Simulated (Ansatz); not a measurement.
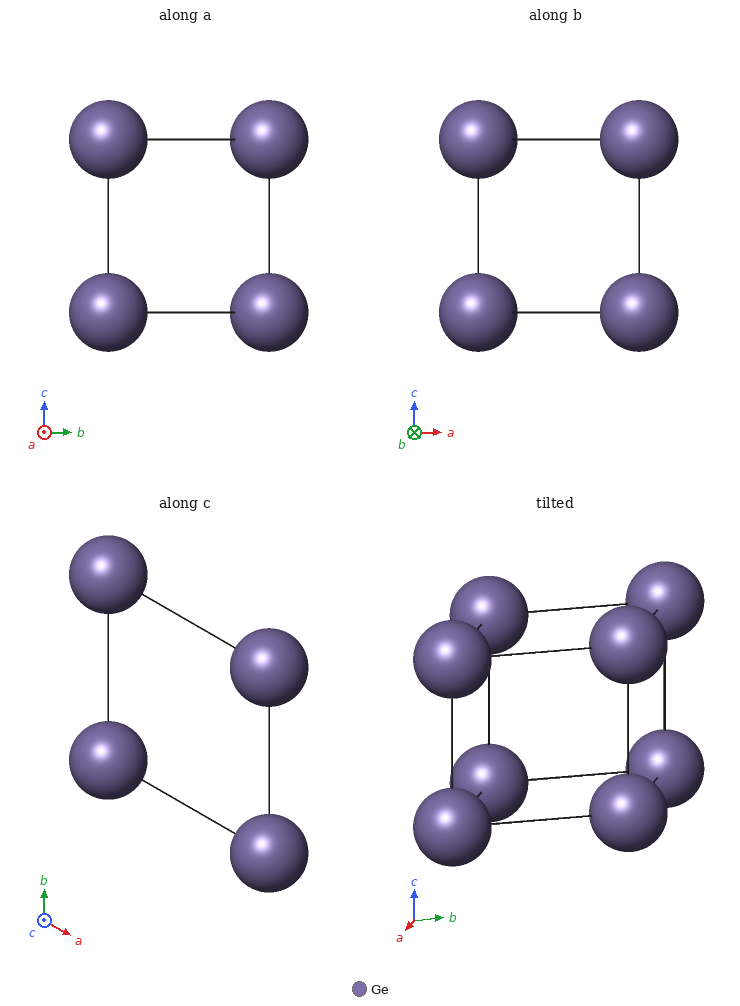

Structure drawing (spheres-only), viewed along the a axis, along the b axis, along the c axis and slightly off an axis. The box is the conventional unit cell; atoms on or close to its faces, edges and corners are drawn wherever they repeat.

Lattice parameters: a = 2.8498 Å, b = 2.8498 Å, c = 2.6547 Å, α = 90.000°, β = 90.000°, γ = 120.000°.

### From the views, write a CIF in P1 with every atom of the cell.

```cif
data_structure
_symmetry_space_group_name_H-M 'P 1'
_symmetry_Int_Tables_number 1
_cell_length_a 2.8498
_cell_length_b 2.8498
_cell_length_c 2.6547
_cell_angle_alpha 90.000
_cell_angle_beta 90.000
_cell_angle_gamma 120.000
_cell_volume 18.67
loop_
_atom_site_label
_atom_site_type_symbol
_atom_site_fract_x
_atom_site_fract_y
_atom_site_fract_z
_atom_site_occupancy
Ge1 Ge 0.0000 0.0000 0.0000 1
```

Provenance: a textbook structure type filled with this element (whether it is the usual form wasn't checked). The final geometry of a relaxation with DFT r2SCAN, scalar-relativistic, plane waves, PAW (Ansatz) is shown.
